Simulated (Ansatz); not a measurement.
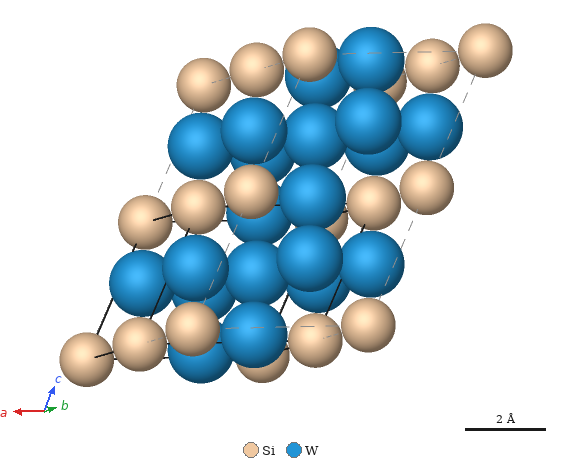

Spheres-only representation of a periodic structure, projected from a general direction. A 1×2×2 array of cells is drawn; the simulation cell has the solid edges.

Input deck:
```yaml
crystal:
  lattice:
    - [-2.538672036, 2.538672036, 2.538672036]
    - [2.538672036, -2.538672036, 2.538672036]
    - [2.538672036, 2.538672036, -2.538672036]
  atoms:
    - { symbol: Si, position: [0.0, 0.0, 0.0] }
    - { symbol: W, position: [0.5, 0.5, 0.0] }
    - { symbol: W, position: [0.5, 0.0, 0.5] }
    - { symbol: W, position: [0.0, 0.5, 0.5] }
basis:
  ecutwfc: 420
kpoints:
  mp_grid: { grid: [14, 14, 14] }
hamiltonian:
  xc: pbe
scf:
  occupations: { method: gaussian, width: 0.15 }
output:
  forces: true
  stress: true
  eigenvalues: true
```
Run as:
```sh
ansatz run input.yaml --threads 2 --pin off --max-ram 5120MiB --backend cpu --events-out ev --progress --plain --runs-dir out
```

Computational set-up: DFT PBE, scalar-relativistic, plane waves, PAW in Ansatz, a kinetic-energy cutoff of 420 eV, Brillouin-zone sampling on a 14×14×14 mesh, Gaussian smearing of 0.15 eV, no spin polarisation.

Classify it as metallic or gapped, with the value.

A metal: bands cross the Fermi level.

Which way would the volume go on relaxing?

The computed pressure is 16.9 GPa (compressed: it would expand).

Its origin is a structure listed in the Materials Project. The cell was then strained or its atoms displaced on purpose. It was the input of a calculation with Ansatz.

At this level of theory the run's own cell isn't at rest (compressed, at 17 GPa), so its distances can differ from those at equilibrium, the more so the softer the solid.
